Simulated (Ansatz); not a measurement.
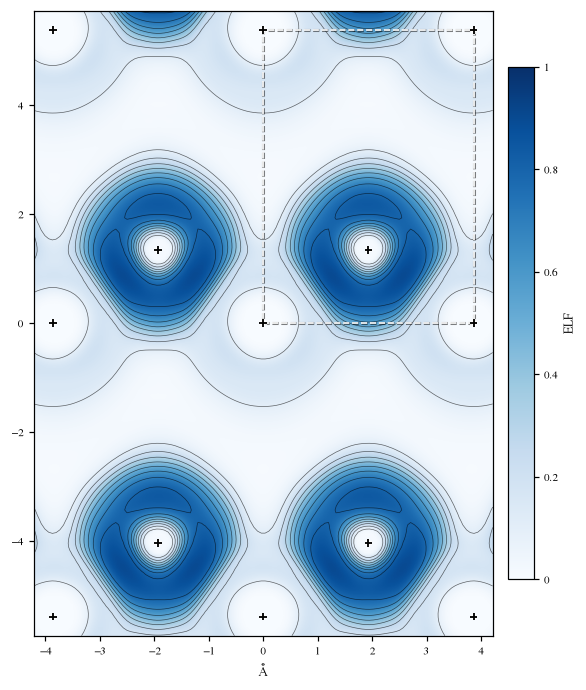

The ELF on a plane through atoms (crosses mark nuclei in the plane).

Level of theory: DFT PBE, scalar-relativistic, plane waves, PAW (Ansatz 0.2.0).

Candidates:
A. AlAs, a = 5.73 Å, b = 5.73 Å, c = 5.73 Å, α = 90.00°, β = 90.00°, γ = 90.00°. Space group F-43m; a structure from a database of computed crystals, not necessarily the ambient phase.
B. HfN₂, a = 5.02 Å, b = 5.02 Å, c = 3.31 Å, α = 90.00°, β = 90.00°, γ = 90.00°. Space group P4₂/mnm; a structure from a database of computed crystals, not necessarily the ambient phase.
C. ZnS, a = 3.86 Å, b = 3.86 Å, c = 5.39 Å, α = 90.00°, β = 90.00°, γ = 90.00°. Space group I-4m2; a structure from a database of computed crystals, not necessarily the ambient phase; changed on purpose from its base cell (uniaxial strain along c, a, b and atoms relaxed: -1.0 %).

### Which system is this?

Candidate C: ZnS on the (100) plane of the conventional cell, which holds Zn and S. Zn–S (2.36 Å): the ELF peaks at about 0.90 in the valence shell of S, 0.8 Å from its nucleus, and is about 0.55 at the midpoint.
